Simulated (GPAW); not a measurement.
# free-standing square Ru monolayer, spacing 3.288 A: cost and accuracy of the plane-wave cutoff

Two starts of free-standing square Ru monolayer, spacing 3.288 A are run at each rung of the plane-wave cutoff. Which rung is enough?

Main program and level: GPAW 26.7.0; PBE; plane waves with GPAW's PAW setups, scalar-relativistic.

### Step 1. The starting structure

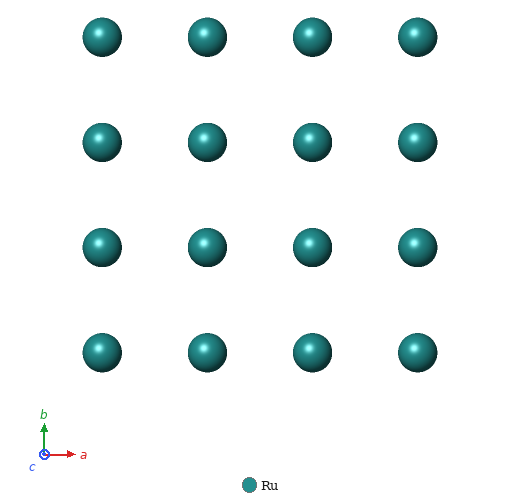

Start, viewed from above; ruthenium teal. 3×3×1 cells are drawn. Some periodic images of atoms are drawn too.

The cell holds 1 atom: 1 Ru. Its edges and angles: a = 3.288 Å, b = 3.288 Å, c = 14.000 Å, α = 90.0°, β = 90.0°, γ = 90.0°. model lattice. Vacuum lies along c.

### Step 2. Rung 1 (250 eV), start ferro +

The ladder starts at a low cutoff and climbs, to see from where on the results stand still.

File order1.py:

```python
import json
import numpy as np
from ase import Atoms
from ase.parallel import paropen, parprint
from gpaw import GPAW

atoms = Atoms(['Ru'],
    cell=[[3.288, 0.0, 0.0],
         [0.0, 3.288, 0.0],
         [0.0, 0.0, 14.0]],
    scaled_positions=[[0.0, 0.0, 0.5]],
    pbc=True,
    magmoms=[1.5])
atoms.calc = GPAW(mode={'name': 'pw', 'ecut': 250},
    xc='PBE',
    kpts={'size': (8, 8, 1), 'gamma': True},
    occupations={'name': 'fermi-dirac', 'width': 0.005},
    convergence={'density': 1e-05, 'energy': 1e-05},
    maxiter=200,
    symmetry={'tolerance': 1e-4},
    txt='order1.txt')
e = atoms.get_potential_energy(force_consistent=True)
res = {'free_energy': e, 'energy_sigma0': atoms.get_potential_energy(), 'fermi_energy': atoms.calc.get_fermi_level()}
res['moments'] = atoms.get_magnetic_moments().tolist()
res['total'] = atoms.get_magnetic_moment()
parprint('site moments (muB):', np.round(res['moments'], 3))
parprint(f"total moment: {res['total']:.3f} muB")
parprint(f'free energy: {e:.6f} eV')
atoms.calc.write('order1.gpw')
with paropen('results.json', 'w') as f:
    json.dump(res, f)
```

Command:

```sh
> OMP_NUM_THREADS=1 python3 order1.py > order1.log
```

Log:

```text
site moments (muB): [2.49]
total moment: 2.873 muB
free energy: -3.963196 eV

--- order1.txt ---
Input parameters:
  mode=PW(ecut=250),
  convergence={'density': 1e-05, 'energy': 1e-05},
  kpts=MonkhorstPack(size=(8, 8, 1), gamma=True),
  maxiter=200,
  occupations=Occupations(name='fermi-dirac', width=0.005),
  symmetry=Symmetry(tolerance=0.0001),
  xc=XC(name='PBE')

Diagonalizing LCAO Hamiltonian
Converting LCAO to pw mode
   .-------.
  /|       |
 * |       |
 | |       |
 | |       |
 | |       |
 | |       |
 | |       |
 | |       |
 | |       |
 Ru|       |
 | |       |
 | |       |
 | |       |
 | |       |
 | |       |
 | |       |
 | .-------.
 |/       /
 *-------*

Atoms  # Å, Bohr magnetons
|   | symbol |        x |        y |        z |    initial magnetic moments |
|---|--------|----------|----------|----------|-----------------------------|
| 0 |     Ru | 0.000000 | 0.000000 | 7.000000 | ( 0.0000,  0.0000,  1.5000) |

Unit cell  # Å
| periodic |        x |        y |         z |   lengths |    angles |
|----------|----------|----------|-----------|-----------|-----------|
|      yes | 3.288000 | 0.000000 |  0.000000 |  3.288000 | 90.000000 |
|      yes | 0.000000 | 3.288000 |  0.000000 |  3.288000 | 90.000000 |
|      yes | 0.000000 | 0.000000 | 14.000000 | 14.000000 | 90.000000 |

Number of symmetries: 16

BZ-sampling:
  Number of BZ points: 64
  Number of IBZ points: 15

  Monkhorst-Pack size: [8, 8, 1]
  Monkhorst-Pack shift: [0.0625, 0.0625, 0.0]

Plane wave coefficients: 1378
Cutoff: 250.0 eV

Spin-components: 2 (collinear spins)
Bands:           13
Projectors:      6
Spin-degeneracy: 1
Datatype:        complex128

Parallelization:
  kpt:    1
  domain: 1
  band:   1

Density:
  Valence electrons: 16.0
  Components: 2
  Grid points: [12 12 54]
  Charge: 0.0  # |e|

Potential:
  Grid points: [12 12 54]

[... setups left out ...]
Reference energy: -123245.124983  # eV

eigensolver:
  PPCG
  Converge bands: occupied
  niter=2

density mixing:
  MSR1-Mixer
  Pratt-step length: 0.05
  Maximum mixing coefficient: 0.75
  Old densities: 10
  SVD Regularization: 0.005
  Good broyden scale: 1.0
  Trust region scale: 1.0
  Backstep threshold: 4.0
  History deletion threshold: 6.0
  Fourier metric: weight=20.0, sigma=0.015

occupation numbers:
  Fermi-Dirac:
    width: 0.0050  # eV

poisson solver:
  ecut: 2000.0  # eV

xc functional:
  name: PBE with 2 nearest neighbor stencil

convergence criteria:
- Maximum integral of absolute [dens]ity change: 1e-05 electrons / valence electron
- Maximum [total energy] change in last 3 cyles: 1e-05 eV / valence electron
- Maximum integral of absolute [eigenst]ate change: 4e-08 eV^2 / valence electron
maximum number of iterations: 200

SCF iterations
|iter     |      energy | eigst |  dens |  magmom |
|---------|-------------|-------|-------|---------|
|iter:   1|       0s |   -4.276352 | -0.43 |       |  +1.4931|
|iter:   2|       0s |   -3.998363 | -1.72 | -0.77 |  +1.5247|
|iter:   3|       1s |   -3.764282 | -0.87 | -0.81 |  +2.1019|
|iter:   4|       1s |   -3.881523 | -2.04 | -1.22 |  +2.3708|
|iter:   5|       2s |   -3.961535 | -2.00 | -1.35 |  +2.8543|
|iter:   6|       2s |   -3.962314 | -3.21 | -1.98 |  +2.8404|
|iter:   7|       3s |   -3.962950 | -3.77 | -2.37 |  +2.8549|
|iter:   8|       3s |   -3.963041 | -4.43 | -2.85 |  +2.8662|
|iter:   9|       3s |   -3.963068c| -5.16 | -3.19 |  +2.8727|
|iter:  10|       4s |   -3.963071c| -5.88 | -3.63 |  +2.8728|
|iter:  11|       4s |   -3.963071c| -6.54 | -4.35 |  +2.8733|
|iter:  12|       5s |   -3.963071c| -7.07 | -4.83 |  +2.8733|
|iter:  13|       5s |   -3.963071c| -7.53c| -5.19c|  +2.8734|

Converged in 13 steps
Energy contributions relative to reference atoms: (reference = -123245.124983)

Energy contributions:
  Kinetic:          -8.991332
  Coulomb:           5.753501
  Zero:              0.526472
  External:          0.000000
  Xc:               -1.251587
  Entropy:          -0.000250
  Spinorbit:         0.000000
  ----------------------------
  Free energy:      -3.963196
  Extrapolated:     -3.963071

dipole moment: (-11.274215, -11.274215, 0.000001)  # |e|*Ang

Total magnetic moment: (0.000000, 0.000000, 2.873376)

Local magnetic moments
|        x |        y |        z |
|----------|----------|----------|
| 0.000000 | 0.000000 | 2.490458 |  # Ru   0

Fermi level: -2.746
Eigenvalues  # (at kpt = [0.000, 0.000, 0.000])
| band index |      eig [eV] | occ [0-1] |      eig [eV] | occ [0-1] |
|------------|---------------|-----------|---------------|-----------|
|          0 |       -75.820 |     1.000 |       -73.988 |     1.000 |
|          1 |       -46.226 |     1.000 |       -44.069 |     1.000 |
|          2 |       -45.718 |     1.000 |       -43.877 |     1.000 |
|          3 |       -45.718 |     1.000 |       -43.877 |     1.000 |
|          4 |        -5.857 |     1.000 |        -5.173 |     1.000 |
|          5 |        -5.097 |     1.000 |        -3.981 |     1.000 |
|          6 |        -4.864 |     1.000 |        -2.625 |     0.000 |
|          7 |        -4.041 |     1.000 |        -2.158 |     0.000 |
|          8 |        -4.041 |     1.000 |        -2.158 |     0.000 |
|          9 |        -3.553 |     1.000 |        -1.398 |     0.000 |
|         10 |        -1.243 |     0.000 |        -0.709 |     0.000 |
|         11 |         1.259 |     0.000 |         1.434 |     0.000 |
|         12 |         2.466 |     0.000 |         2.654 |     0.000 |

No gap
No difference between direct/indirect transitions
```

It took 7.5 s on 1 MPI rank of Intel Xeon Platinum 8559C (Emerald Rapids), shared host; peak memory 0.15 GiB.

Spin moment in the augmentation sphere by atom:

```
atom  spin moment in the augmentation sphere (μB)
 Ru1                                         2.49
```

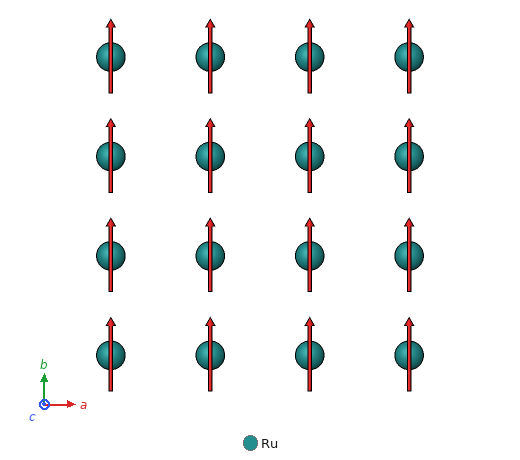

Spin moment in the augmentation sphere as arrows, the longest 2.49 μB. Up and down stand for the sign. Arrows give size and sign along the axis of quantisation, drawn up and down the page. 3×3×1 cells are drawn. Some periodic images of atoms are drawn too.

Numbers from this step:

```
magnetization : 2.873 μB
final state   : ferromagnetic
```

After 13 cycles the largest moment stands at 2.49 μB.

### Step 3. Rung 1 (250 eV), start antiferro q=(0,1/2,0) +-

The second start gives the energy difference between the two end states, the quantity that is followed up the ladder. Its q is in fractions of the reciprocal vectors of the first run's cell.

order2.py is the script of step 2 with these lines changed:

```diff
@@ -6,12 +6,13 @@
 
-atoms = Atoms(['Ru'],
+atoms = Atoms(['Ru', 'Ru'],
     cell=[[3.288, 0.0, 0.0],
-         [0.0, 3.288, 0.0],
+         [0.0, 6.576, 0.0],
          [0.0, 0.0, 14.0]],
-    scaled_positions=[[0.0, 0.0, 0.5]],
+    scaled_positions=[[0.0, 0.0, 0.5],
+         [0.0, 0.5, 0.5]],
     pbc=True,
-    magmoms=[1.5])
+    magmoms=[1.5, -1.5])
 atoms.calc = GPAW(mode={'name': 'pw', 'ecut': 250},
     xc='PBE',
-    kpts={'size': (8, 8, 1), 'gamma': True},
+    kpts={'size': (8, 4, 1), 'gamma': True},
     occupations={'name': 'fermi-dirac', 'width': 0.005},
@@ -20,3 +21,3 @@
     symmetry={'tolerance': 1e-4},
-    txt='order1.txt')
+    txt='order2.txt')
 e = atoms.get_potential_energy(force_consistent=True)
@@ -28,3 +29,3 @@
 parprint(f'free energy: {e:.6f} eV')
-atoms.calc.write('order1.gpw')
+atoms.calc.write('order2.gpw')
 with paropen('results.json', 'w') as f:
```

Command:

```sh
> OMP_NUM_THREADS=1 python3 order2.py > order2.log
```

Log:

```text
site moments (muB): [ 2.272 -2.272]
total moment: 0.000 muB
free energy: -7.674231 eV

--- order2.txt ---
Input parameters:
  mode=PW(ecut=250),
  convergence={'density': 1e-05, 'energy': 1e-05},
  kpts=MonkhorstPack(size=(8, 4, 1), gamma=True),
  maxiter=200,
  occupations=Occupations(name='fermi-dirac', width=0.005),
  symmetry=Symmetry(tolerance=0.0001),
  xc=XC(name='PBE')

Diagonalizing LCAO Hamiltonian
Converting LCAO to pw mode
     .-------.
    /|       |
   / |       |
  /  |       |
 *   |       |
 |   |       |
 |   |       |
 |   |       |
 |   |       |
 |   |       |
 | Ru|       |
 |   |       |
 Ru  |       |
 |   |       |
 |   |       |
 |   |       |
 |   |       |
 |   .-------.
 |  /       /
 | /       /
 |/       /
 *-------*

Atoms  # Å, Bohr magnetons
|   | symbol |        x |        y |        z |    initial magnetic moments |
|---|--------|----------|----------|----------|-----------------------------|
| 0 |     Ru | 0.000000 | 0.000000 | 7.000000 | ( 0.0000,  0.0000,  1.5000) |
| 1 |     Ru | 0.000000 | 3.288000 | 7.000000 | ( 0.0000,  0.0000, -1.5000) |

Number of symmetries: 8

BZ-sampling:
  Number of BZ points: 32
  Number of IBZ points: 15

  Monkhorst-Pack size: [8, 4, 1]
  Monkhorst-Pack shift: [0.0625, 0.125, 0.0]

Plane wave coefficients: 2729
Cutoff: 250.0 eV

Spin-components: 2 (collinear spins)
Bands:           24
Projectors:      12
Spin-degeneracy: 1
Datatype:        complex128

Parallelization:
  kpt:    1
  domain: 1
  band:   1

Density:
  Valence electrons: 32.0
  Components: 2
  Grid points: [12 24 54]
  Charge: 0.0  # |e|

Potential:
  Grid points: [12 24 54]

[...]
|iter:  15|      21s |   -7.673845c| -7.54c| -4.65 |  +0.0000|
|iter:  16|      23s |   -7.673843c| -7.68c| -4.52 |  +0.0000|
|iter:  17|      23s |   -7.673842c| -7.87c| -4.94 |  +0.0000|
|iter:  18|      24s |   -7.673842c| -8.29c| -5.66c|  +0.0000|

Converged in 18 steps
Energy contributions relative to reference atoms: (reference = -246490.249966)

Energy contributions:
  Kinetic:         -18.958460
  Coulomb:          12.390515
  Zero:              1.051451
  External:          0.000000
  Xc:               -2.156959
  Entropy:          -0.000777
  Spinorbit:         0.000000
  ----------------------------
  Free energy:      -7.674231
  Extrapolated:     -7.673842

dipole moment: (-22.547939, -22.547939, 0.000003)  # |e|*Ang

Total magnetic moment: (0.000000, 0.000000, 0.000001)

Local magnetic moments
|        x |        y |         z |
|----------|----------|-----------|
| 0.000000 | 0.000000 |  2.271787 |  # Ru   0
| 0.000000 | 0.000000 | -2.271787 |  # Ru   1

Fermi level: -2.803
Eigenvalues  # (at kpt = [0.000, 0.000, 0.000])
| band index |      eig [eV] | occ [0-1] |      eig [eV] | occ [0-1] |
|------------|---------------|-----------|---------------|-----------|
|          0 |       -75.800 |     1.000 |       -75.800 |     1.000 |
|        ... |               |           |               |           |
|          7 |       -44.044 |     1.000 |       -44.044 |     1.000 |
|          8 |        -5.695 |     1.000 |        -5.695 |     1.000 |
|          9 |        -5.056 |     1.000 |        -5.056 |     1.000 |
|         10 |        -4.745 |     1.000 |        -4.745 |     1.000 |
[...]
|         20 |        -1.016 |     0.000 |        -1.016 |     0.000 |
|         21 |        -0.028 |     0.000 |        -0.028 |     0.000 |
|         22 |         1.366 |     0.000 |         1.366 |     0.000 |
|         23 |         2.147 |     0.000 |         2.147 |     0.000 |

No gap
No difference between direct/indirect transitions
```

Run time: 28 s. Hardware: 1 MPI rank; peak memory 0.2 GiB.

Spin moment in the augmentation sphere by atom:

```csv
atom,spin moment in the augmentation sphere (μB)
Ru1,2.27
Ru2,-2.27
```

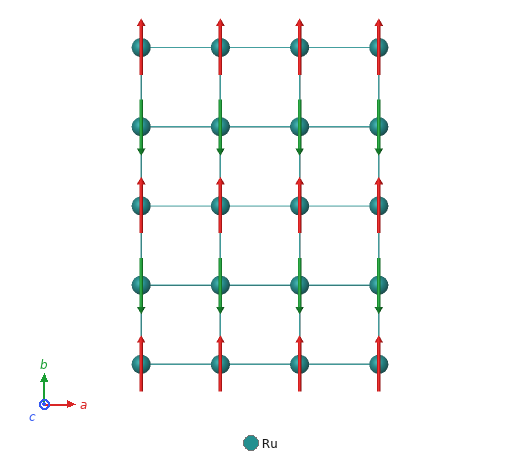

Spin moment in the augmentation sphere as arrows, the longest 2.27 μB. Up and down stand for the sign. Arrows give size and sign along the axis of quantisation, drawn up and down the page. The two directions have two colours. 3×2×1 cells are drawn. Some periodic images of atoms are drawn too.

This step gave:

```yaml
magnetization: 0 μB
final_state: antiferromagnetic
```

This start lies +126.1 meV a seeded atom from the first; its largest moment is 2.27 μB.

### Step 4. Rung 2 (325 eV), start ferro +

order1.py is the script of step 2 with these lines changed:

```diff
@@ -13,3 +13,3 @@
     magmoms=[1.5])
-atoms.calc = GPAW(mode={'name': 'pw', 'ecut': 250},
+atoms.calc = GPAW(mode={'name': 'pw', 'ecut': 325},
     xc='PBE',
```

Command:

```sh
> OMP_NUM_THREADS=1 python3 order1.py > order1.log
```

Log:

```text
site moments (muB): [2.503]
total moment: 2.848 muB
free energy: -4.414373 eV

--- order1.txt ---
Input parameters:
  mode=PW(ecut=325),
  convergence={'density': 1e-05, 'energy': 1e-05},
  kpts=MonkhorstPack(size=(8, 8, 1), gamma=True),
  maxiter=200,
  occupations=Occupations(name='fermi-dirac', width=0.005),
  symmetry=Symmetry(tolerance=0.0001),
  xc=XC(name='PBE')

Diagonalizing LCAO Hamiltonian
[...]
|          3 |       -45.645 |     1.000 |       -43.813 |     1.000 |
|          4 |        -5.813 |     1.000 |        -5.146 |     1.000 |
[...]
|          9 |        -3.547 |     1.000 |        -1.383 |     0.000 |
|         10 |        -1.225 |     0.000 |        -0.709 |     0.000 |
|         11 |         1.257 |     0.000 |         1.433 |     0.000 |
|         12 |         2.465 |     0.000 |         2.652 |     0.000 |

No gap
No difference between direct/indirect transitions


[key lines of the parts left out:]
Free energy:      -4.414373
Converged in 14 steps
dipole moment: (-11.263395, -11.263395, 0.000001)  # |e|*Ang
Fermi level: -2.719
```

It took 10 s on 1 MPI rank; peak memory 0.17 GiB.

Read from the output:

```
magnetization  : 2.848 μB
final state    : ferromagnetic
largest moment : 2.503 μB
```

The largest moment moves by +0.01 μB from rung 1, at 1.4 times its CPU time.

### Step 5. Rung 2 (325 eV), start antiferro q=(0,1/2,0) +-

order2.py is the script of step 3 with these lines changed:

```diff
@@ -14,3 +14,3 @@
     magmoms=[1.5, -1.5])
-atoms.calc = GPAW(mode={'name': 'pw', 'ecut': 250},
+atoms.calc = GPAW(mode={'name': 'pw', 'ecut': 325},
     xc='PBE',
```

Command:

```sh
> OMP_NUM_THREADS=1 python3 order2.py > order2.log
```

Log:

```text
site moments (muB): [ 2.297 -2.297]
total moment: 0.000 muB
free energy: -8.570872 eV

--- order2.txt ---
Input parameters:
  mode=PW(ecut=325),
  convergence={'density': 1e-05, 'energy': 1e-05},
  kpts=MonkhorstPack(size=(8, 4, 1), gamma=True),
  maxiter=200,
  occupations=Occupations(name='fermi-dirac', width=0.005),
  symmetry=Symmetry(tolerance=0.0001),
  xc=XC(name='PBE')

Diagonalizing LCAO Hamiltonian
[...]
|          9 |        -5.038 |     1.000 |        -5.038 |     1.000 |
|         10 |        -4.731 |     1.000 |        -4.731 |     1.000 |
[...]
|         20 |        -1.006 |     0.000 |        -1.006 |     0.000 |
|         21 |        -0.006 |     0.000 |        -0.006 |     0.000 |
|         22 |         1.366 |     0.000 |         1.366 |     0.000 |
|         23 |         2.159 |     0.000 |         2.159 |     0.000 |

No gap
No difference between direct/indirect transitions


[key lines of the parts left out:]
Free energy:      -8.570872
Converged in 16 steps
dipole moment: (-22.527745, -22.527744, 0.000003)  # |e|*Ang
Fermi level: -2.791
```

It took 37 s on 1 MPI rank; peak memory 0.24 GiB.

Numbers from this step:

```yaml
magnetization: 0 μB
final_state: antiferromagnetic
largest_moment: 2.297 μB
```

This start lies +128.9 meV a seeded atom from the first, a change of +2.9 meV since rung 1; its largest moment is 2.30 μB.

### Step 6. Rung 3 (400 eV), start ferro +

order1.py is the script of step 4 with these lines changed:

```diff
@@ -13,3 +13,3 @@
     magmoms=[1.5])
-atoms.calc = GPAW(mode={'name': 'pw', 'ecut': 325},
+atoms.calc = GPAW(mode={'name': 'pw', 'ecut': 400},
     xc='PBE',
```

Command:

```sh
> OMP_NUM_THREADS=1 python3 order1.py > order1.log
```

Log:

```text
site moments (muB): [2.512]
total moment: 2.847 muB
free energy: -4.624835 eV

--- order1.txt ---
Input parameters:
  mode=PW(ecut=400),
  convergence={'density': 1e-05, 'energy': 1e-05},
  kpts=MonkhorstPack(size=(8, 8, 1), gamma=True),
  maxiter=200,
  occupations=Occupations(name='fermi-dirac', width=0.005),
  symmetry=Symmetry(tolerance=0.0001),
  xc=XC(name='PBE')

Diagonalizing LCAO Hamiltonian
[...]
|          3 |       -45.609 |     1.000 |       -43.773 |     1.000 |
|          4 |        -5.805 |     1.000 |        -5.141 |     1.000 |
[...]
|          9 |        -3.550 |     1.000 |        -1.381 |     0.000 |
|         10 |        -1.221 |     0.000 |        -0.707 |     0.000 |
|         11 |         1.270 |     0.000 |         1.439 |     0.000 |
|         12 |         2.469 |     0.000 |         2.651 |     0.000 |

No gap
No difference between direct/indirect transitions


[key lines of the parts left out:]
Free energy:      -4.624835
Converged in 15 steps
dipole moment: (-11.254649, -11.254649, 0.000001)  # |e|*Ang
Fermi level: -2.712
```

Elapsed: 13 s, on 1 MPI rank; peak memory 0.19 GiB.

Read from the output:

```yaml
magnetization: 2.847 μB
final_state: ferromagnetic
largest_moment: 2.512 μB
```

The largest moment moves by +0.01 μB from rung 2, at 1.3 times its CPU time.

### Step 7. Rung 3 (400 eV), start antiferro q=(0,1/2,0) +-

order2.py is the script of step 5 with these lines changed:

```diff
@@ -14,3 +14,3 @@
     magmoms=[1.5, -1.5])
-atoms.calc = GPAW(mode={'name': 'pw', 'ecut': 325},
+atoms.calc = GPAW(mode={'name': 'pw', 'ecut': 400},
     xc='PBE',
```

Command:

```sh
> OMP_NUM_THREADS=1 python3 order2.py > order2.log
```

Log:

```text
site moments (muB): [ 2.303 -2.303]
total moment: -0.000 muB
free energy: -8.990935 eV

--- order2.txt ---
Input parameters:
  mode=PW(ecut=400),
  convergence={'density': 1e-05, 'energy': 1e-05},
  kpts=MonkhorstPack(size=(8, 4, 1), gamma=True),
  maxiter=200,
  occupations=Occupations(name='fermi-dirac', width=0.005),
  symmetry=Symmetry(tolerance=0.0001),
  xc=XC(name='PBE')

Diagonalizing LCAO Hamiltonian
[...]
|          9 |        -5.034 |     1.000 |        -5.034 |     1.000 |
|         10 |        -4.727 |     1.000 |        -4.727 |     1.000 |
[...]
|         20 |        -1.003 |     0.000 |        -1.003 |     0.000 |
|         21 |        -0.001 |     0.000 |        -0.001 |     0.000 |
|         22 |         1.376 |     0.000 |         1.376 |     0.000 |
|         23 |         2.164 |     0.000 |         2.164 |     0.000 |

No gap
No difference between direct/indirect transitions


[key lines of the parts left out:]
Free energy:      -8.990935
Converged in 16 steps
dipole moment: (-22.510011, -22.510010, 0.000003)  # |e|*Ang
Fermi level: -2.787
```

Wall time 46 s (1 MPI rank); peak memory 0.3 GiB.

This step gave:

| Item | Value |
| --- | --- |
| magnetization | 0 μB |
| final state | antiferromagnetic |
| largest moment | 2.303 μB |

This start lies +129.4 meV a seeded atom from the first, a change of +0.4 meV since rung 2; its largest moment is 2.30 μB.

[end of part 1 of 2]

[Logs and program files are shortened in this print: banners, set-up blocks, solver, clock and traceback lines can be left out without a mark of their own.]

[Logs are printed without paths, hosts, clocks, repeated set-up lines and the standing remarks that a program may print on its own settings, such as how far it seeks lower states.]

[Hosts, paths, dates, database ids (printed as entryN), source tags and the programs' standing remarks are cut or masked in the printed files.]

[Where a cell is said to come from a database of computed structures, the database is the Materials Project.]
